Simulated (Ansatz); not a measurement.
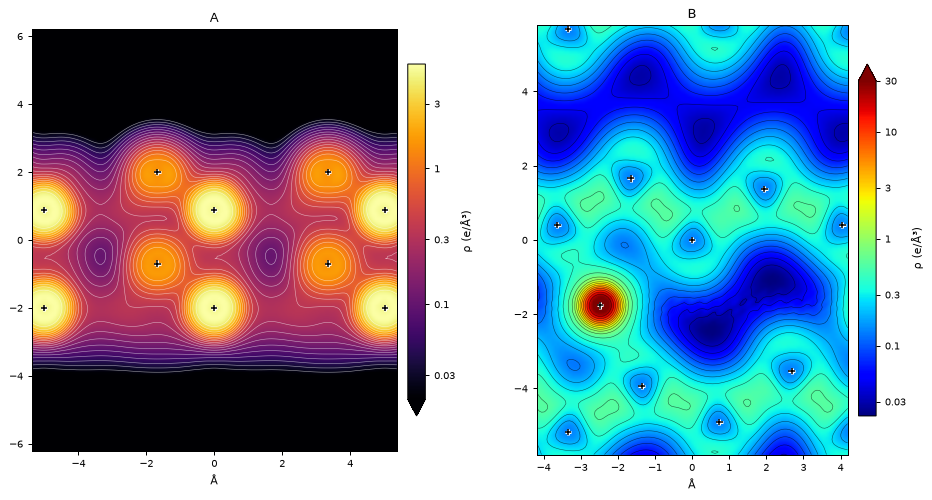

The valence pseudo-density of 2 systems, each on a plane through atoms (crosses mark nuclei in the plane).

Level of theory: DFT PBE, scalar-relativistic, plane waves, PAW in Ansatz.

System 1: WC (slab), the (110) plane of the calculation cell, a cut from vacuum to vacuum. PAW files of the earlier set (soft_1).

```cif
data_structure
_symmetry_space_group_name_H-M 'P 1'
_symmetry_Int_Tables_number 1
_cell_length_a 5.8014
_cell_length_b 5.8014
_cell_length_c 15.2519
_cell_angle_alpha 90.000
_cell_angle_beta 90.000
_cell_angle_gamma 120.000
_cell_volume 444.55
loop_
_atom_site_label
_atom_site_type_symbol
_atom_site_fract_x
_atom_site_fract_y
_atom_site_fract_z
_atom_site_occupancy
W1 W 0.00000 0.00000 0.06557 1
C1 C 0.33333 0.16667 0.15118 1
W2 W 0.00000 0.00000 0.25457 1
C2 C 0.33333 0.16667 0.32782 1
W3 W 0.00000 0.50000 0.06557 1
C3 C 0.33333 0.66667 0.15118 1
W4 W 0.00000 0.50000 0.25457 1
C4 C 0.33333 0.66667 0.32782 1
W5 W 0.50000 0.00000 0.06557 1
C5 C 0.83333 0.16667 0.15118 1
W6 W 0.50000 0.00000 0.25457 1
C6 C 0.83333 0.16667 0.32782 1
W7 W 0.50000 0.50000 0.06557 1
C7 C 0.83333 0.66667 0.15118 1
W8 W 0.50000 0.50000 0.25457 1
C8 C 0.83333 0.66667 0.32782 1
```

System 2: Si16Ge (cell with a defect), the (11̄0) plane of the calculation cell. PAW files of the earlier set (soft_1).

```cif
data_structure
_symmetry_space_group_name_H-M 'P 1'
_symmetry_Int_Tables_number 1
_cell_length_a 7.6792
_cell_length_b 7.6792
_cell_length_c 7.6792
_cell_angle_alpha 60.000
_cell_angle_beta 60.000
_cell_angle_gamma 60.000
_cell_volume 320.21
loop_
_atom_site_label
_atom_site_type_symbol
_atom_site_fract_x
_atom_site_fract_y
_atom_site_fract_z
_atom_site_occupancy
Si1 Si 0.01285 0.96420 0.01311 1
Si2 Si 0.12748 0.10652 0.12812 1
Si3 Si 0.01802 0.99759 0.49841 1
Si4 Si 0.15892 0.11320 0.61374 1
Si5 Si 0.97494 0.47487 0.97498 1
Si6 Si 0.10150 0.60122 0.10236 1
Si7 Si 0.01192 0.51177 0.46578 1
Si8 Si 0.12760 0.62736 0.60661 1
Si9 Si 0.49783 0.99759 0.01820 1
Si10 Si 0.61271 0.11263 0.16001 1
Si11 Si 0.52264 0.02233 0.52345 1
Si12 Si 0.64929 0.14925 0.64950 1
Si13 Si 0.46459 0.51248 0.01290 1
Si14 Si 0.60658 0.62726 0.12813 1
Si15 Si 0.49781 0.51798 0.49839 1
Si16 Si 0.61355 0.65849 0.61400 1
Ge1 Ge 0.81310 0.31227 0.81539 1
```

> Match each panel to its system.

Panel A is system 1, WC: the plane holds W and C. W–C (2.01 Å): the density is about 1 e/Å³ at the midpoint. Panel B is system 2, Si16Ge: the plane holds Si and Ge. Si–Si (2.34 Å): ρ is about 0.58 e/Å³ halfway.
